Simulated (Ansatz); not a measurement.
## BaTiO₃: single-point calculation (part 1 of 2)

The run: single-point calculation of BaTiO₃ (Pm-3m, 40 atoms in the cell). Method and program: DFT PBE, scalar-relativistic, plane waves, PAW, no spin polarisation (Ansatz 0.2.0).

The structure derives from an entry of the Crystallography Open Database.

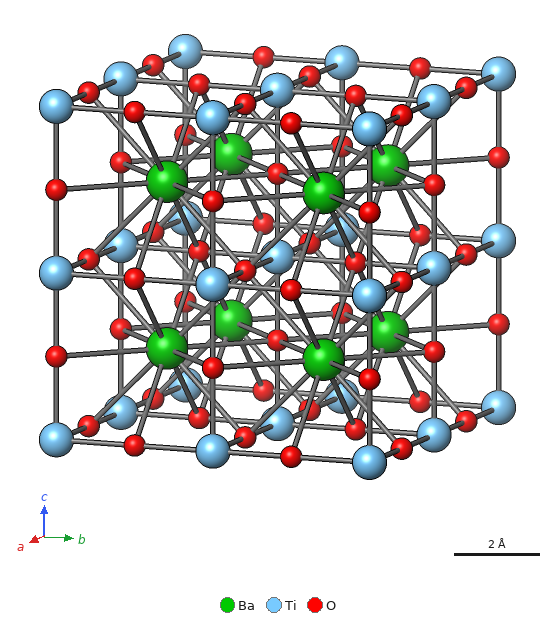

The input geometry (ball-and-stick view of the cell of the calculation, seen slightly off an axis). An atom can appear more than once, as a periodic image.

## Input
```yaml
crystal:
  lattice:
    - [8.012, 0.0, 0.0]
    - [0.0, 8.012, 0.0]
    - [0.0, 0.0, 8.012]
  atoms:
    - { symbol: Ba, position: [0.25, 0.25, 0.25] }
    - { symbol: Ba, position: [0.25, 0.25, 0.75] }
    - { symbol: Ba, position: [0.25, 0.75, 0.25] }
    - { symbol: Ba, position: [0.25, 0.75, 0.75] }
    - { symbol: Ba, position: [0.75, 0.25, 0.25] }
    - { symbol: Ba, position: [0.75, 0.25, 0.75] }
    - { symbol: Ba, position: [0.75, 0.75, 0.25] }
    - { symbol: Ba, position: [0.75, 0.75, 0.75] }
    - { symbol: Ti, position: [0.0, 0.0, 0.0] }
    - { symbol: Ti, position: [0.0, 0.0, 0.5] }
    - { symbol: Ti, position: [0.0, 0.5, 0.0] }
    - { symbol: Ti, position: [0.0, 0.5, 0.5] }
    - { symbol: Ti, position: [0.5, 0.0, 0.0] }
    - { symbol: Ti, position: [0.5, 0.0, 0.5] }
    - { symbol: Ti, position: [0.5, 0.5, 0.0] }
    - { symbol: Ti, position: [0.5, 0.5, 0.5] }
    - { symbol: O, position: [0.25, 0.0, 0.0] }
    - { symbol: O, position: [0.25, 0.0, 0.5] }
    - { symbol: O, position: [0.25, 0.5, 0.0] }
    - { symbol: O, position: [0.25, 0.5, 0.5] }
    - { symbol: O, position: [0.75, 0.0, 0.0] }
    - { symbol: O, position: [0.75, 0.0, 0.5] }
    - { symbol: O, position: [0.75, 0.5, 0.0] }
    - { symbol: O, position: [0.75, 0.5, 0.5] }
    - { symbol: O, position: [0.0, 0.25, 0.0] }
    - { symbol: O, position: [0.0, 0.25, 0.5] }
    - { symbol: O, position: [0.0, 0.75, 0.0] }
    - { symbol: O, position: [0.0, 0.75, 0.5] }
    - { symbol: O, position: [0.5, 0.25, 0.0] }
    - { symbol: O, position: [0.5, 0.25, 0.5] }
    - { symbol: O, position: [0.5, 0.75, 0.0] }
    - { symbol: O, position: [0.5, 0.75, 0.5] }
    - { symbol: O, position: [0.0, 0.0, 0.25] }
    - { symbol: O, position: [0.0, 0.0, 0.75] }
    - { symbol: O, position: [0.0, 0.5, 0.25] }
    - { symbol: O, position: [0.0, 0.5, 0.75] }
    - { symbol: O, position: [0.5, 0.0, 0.25] }
    - { symbol: O, position: [0.5, 0.0, 0.75] }
    - { symbol: O, position: [0.5, 0.5, 0.25] }
    - { symbol: O, position: [0.5, 0.5, 0.75] }
basis:
  ecutwfc: 420
  fft_grid_basis: typed
kpoints:
  mp_grid: { grid: [2, 2, 2] }
hamiltonian:
  xc: pbe
  pseudopotentials: { kind: paw }
scf:
  occupations: { method: gaussian, width: 0.05 }
output:
  forces: true
  stress: false
  eigenvalues: true
  bader: false
  write_density: true
  volumetric_format: npy
```

Command:
```bash
ansatz run input.yaml --threads 4 --pin off --max-ram 10240MiB --backend cpu --events-out ev --progress --plain --runs-dir out
```

## The program's output
```
Engine: ansatz 0.2.0, aarch64-unknown-linux-gnu
Pseudopotentials: kind: paw
Pseudopotential: Ba, paw, valence charge 10, recommended cutoff 420 eV (normal), Ba.paw.azcp
Pseudopotential: Ti, paw, valence charge 12, recommended cutoff 420 eV (normal), Ti.paw.azcp
Pseudopotential: O, paw, valence charge 6, recommended cutoff 420 eV (normal), O.paw.azcp
Functional definition: PBE
  parameter kappa = 0.804
  parameter beta = 0.06672455060314922
  exchange = pbe_x(kappa = kappa, mu = beta*pi^2/3)
  correlation = pbe_c(beta = beta)
Crystal: 40 atoms, lattice volume = 514.307 Å³
Basis set: ecut = 420 eV, 10059 PW (Γ), exchange–correlation on 108×108×108 points (8 copies of the dense FFT grid, shifted against one another)
Bands: 200, of which v1, the nominal top of the filled ones, is band 160 counted from 1 (159 counted from 0)
Symmetry: 384 space group operations
Space group: Pm-3m (ITA 221), of the structure as read, at distance tolerance 8.0e-5 Å
k-points: 4 of 8
Non-local potential: Ba, projectors of the file, l = 0: 3, l = 1: 2, l = 2: 2, l = 3: 2
Non-local potential: Ti, projectors of the file, l = 0: 3, l = 1: 2, l = 2: 3, l = 3: 1
Non-local potential: O, projectors of the file, l = 0: 2, l = 1: 2, l = 2: 1
PAW form: soft (Blöchl's): semilocal exchange-correlation on the pseudo side does not see the compensation charge
PAW one-centre angular grid: Ba, 194 points (default); XC on 64 Gauss nodes
PAW one-centre angular grid: Ti, 590 points (default); XC on 64 Gauss nodes
PAW one-centre angular grid: O, 110 points (default); XC on 64 Gauss nodes
Initial density: superposition of atomic densities (neutral atoms: chi_scale 0, normalization atom), corrected by the library's trained network
Initial wavefunctions: pseudopotential atomic-orbital guess
Functional: x = pbe(κ = 0.804, μ = 0.2195149727645171), c = pbe(β = 0.06672455060314922)
SCF iter   1: F=—  HF=-81276.363843 eV  |F-HF|=—  |Δ(HF+E_count)|=         —  Δρ=1.11e-3  dr2=2.08e-3  ethr=1.77e-3  ⟨swp⟩=5.2  Hψ=3189  notcnv=0  defer=19
preconditioner: auto → Resta (q_TF=auto, 2.521 Å⁻¹)  ε∞=6.0  [insulator: Δε(μ)=1.792 eV  Ē_g=11.746 eV  σ=0.050 eV  W_gap=1.00  n_scr=146 (ndim 8)  ℏωp=26.2 eV  f_vac=0.000  D(μ)=0.00/eV (n_scr^D=0)  ε∞_Penn≈6.0]
SCF iter   2: F=—  HF=-81276.363833 eV  |F-HF|=—  |Δ(HF+E_count)|=   9.62e-6  Δρ=5.92e-4  dr2=4.93e-4  ethr=6.49e-7  ⟨swp⟩=2.5  Hψ=1663  notcnv=0  defer=42
SCF iter   3: F=—  HF=-81276.365196 eV  |F-HF|=—  |Δ(HF+E_count)|=   1.36e-3  Δρ=8.37e-5  dr2=4.14e-5  ethr=1.54e-7  ⟨swp⟩=2.0  Hψ=1179  notcnv=0  defer=7
automatic band count: iteration 3 solves 186 bands in place of 200: the levels show a gap, and the empty bands left out lie too high to hold charge; the band table lists the bands solved (type scf.n_extra_bands for more)
SCF iter   4: F=—  HF=-81276.372167 eV  |F-HF|=—  |Δ(HF+E_count)|=   6.97e-3  Δρ=4.28e-5  dr2=6.66e-6  ethr=1.29e-8  ⟨swp⟩=2.8  Hψ=1337  notcnv=0  defer=7
SCF iter   5: F=—  HF=-81276.372169 eV  |F-HF|=—  |Δ(HF+E_count)|=   1.71e-6  Δρ=1.28e-5  dr2=3.64e-7  ethr=2.08e-9  ⟨swp⟩=2.0  Hψ=1256  notcnv=0  defer=7
SCF iter   6: F=-81276.372169 eV  HF=-81276.372169 eV  |F-HF|=2.04e-8  |Δ(HF+E_count)|=   2.76e-7  Δρ=5.45e-6  dr2=5.07e-8  ethr=3.13e-11  ⟨swp⟩=9.0  Hψ=3181  notcnv=0
SCF 1 converged in 6 iterations: F = -81276.372169 eV  dr2 = 5.07e-8
  greatest PAW one-centre occupation: 0.999 electrons in one spin orbital (limit 2), on the Ti atom at site 15 (counted from 0), in its partial waves of l = 0
SCF converged after 6 iterations
Free energy (F): -81276.372169 eV
Harris-Foulkes:  -81276.372169 eV  (|F-HF|=2.04e-8)
Internal energy: -81276.372169 eV  (E = F + TS)
E sigma→0 (E₀):  -81276.372169 eV
Fermi energy:    11.164126 eV
--- Per-component energies (eV) ---
  E_band       = -1134.019201
  E_kinetic    = 7756.982076
  E_local      = -16773.395287  (includes V_loc(G=0)·N_el)
  E_nonlocal   = 1626.856244
  E_hartree    = 6546.802527
  E_xc         = -3931.524653
  E_vxc        = -4368.844238  (∫ρ·V_xc dr)
  E_paw        = -53954.902126  (= ΣΔE_a)
  E_vpaw       = -2469.296317  (= ΣTr[D̂ρ^β])
  E_aug_tail   = 0.058676  (compensation charges beyond the density's cutoff)
  E_ewald      = -22547.249626
  E_smearing   = -0.000000  (= −TS)
  E_closure    = -0.000000  (closes the sum)
  Σ components = -81276.372169   (vs F -81276.372169, Δ=0.00e0)
--- Forces (eV/Å), atoms counted from 1 ---
  atom   1  Ba     0.00000000     0.00000000     0.00000000
  atom   2  Ba     0.00000000     0.00000000     0.00000000
  atom   3  Ba     0.00000000     0.00000000     0.00000000
  atom   4  Ba     0.00000000     0.00000000     0.00000000
  atom   5  Ba     0.00000000     0.00000000     0.00000000
  atom   6  Ba     0.00000000    -0.00000000     0.00000000
  atom   7  Ba     0.00000000     0.00000000     0.00000000
  atom   8  Ba     0.00000000     0.00000000     0.00000000
  atom   9  Ti     0.00000000     0.00000000     0.00000000
  atom  10  Ti     0.00000000    -0.00000000     0.00000000
  atom  11  Ti     0.00000000     0.00000000    -0.00000000
  atom  12  Ti     0.00000000    -0.00000000    -0.00000000
  atom  13  Ti     0.00000000     0.00000000     0.00000000
  atom  14  Ti     0.00000000     0.00000000     0.00000000
  atom  15  Ti     0.00000000    -0.00000000    -0.00000000
  atom  16  Ti     0.00000000     0.00000000    -0.00000000
  atom  17  O      0.00000000     0.00000000    -0.00000000
  atom  18  O      0.00000000    -0.00000000    -0.00000000
  atom  19  O     -0.00000000     0.00000000    -0.00000000
  atom  20  O      0.00000000    -0.00000000    -0.00000000
  atom  21  O      0.00000000     0.00000000     0.00000000
  atom  22  O      0.00000000     0.00000000     0.00000000
  atom  23  O      0.00000000     0.00000000     0.00000000
  atom  24  O      0.00000000    -0.00000000    -0.00000000
  atom  25  O     -0.00000000     0.00000000     0.00000000
  atom  26  O      0.00000000    -0.00000000     0.00000000
  atom  27  O     -0.00000000    -0.00000000     0.00000000
  atom  28  O     -0.00000000     0.00000000     0.00000000
  atom  29  O     -0.00000000     0.00000000    -0.00000000
  atom  30  O     -0.00000000    -0.00000000    -0.00000000
  atom  31  O     -0.00000000     0.00000000    -0.00000000
  atom  32  O     -0.00000000     0.00000000    -0.00000000
  atom  33  O     -0.00000000    -0.00000000    -0.00000000
  atom  34  O     -0.00000000    -0.00000000    -0.00000000
  atom  35  O      0.00000000    -0.00000000    -0.00000000
  atom  36  O      0.00000000    -0.00000000    -0.00000000
  atom  37  O      0.00000000    -0.00000000    -0.00000000
  atom  38  O      0.00000000    -0.00000000     0.00000000
  atom  39  O      0.00000000    -0.00000000     0.00000000
  atom  40  O      0.00000000    -0.00000000     0.00000000
  max |Σ_I F_I| component: 7.92e-24 eV/Å
--- Band table (eV) ---
```
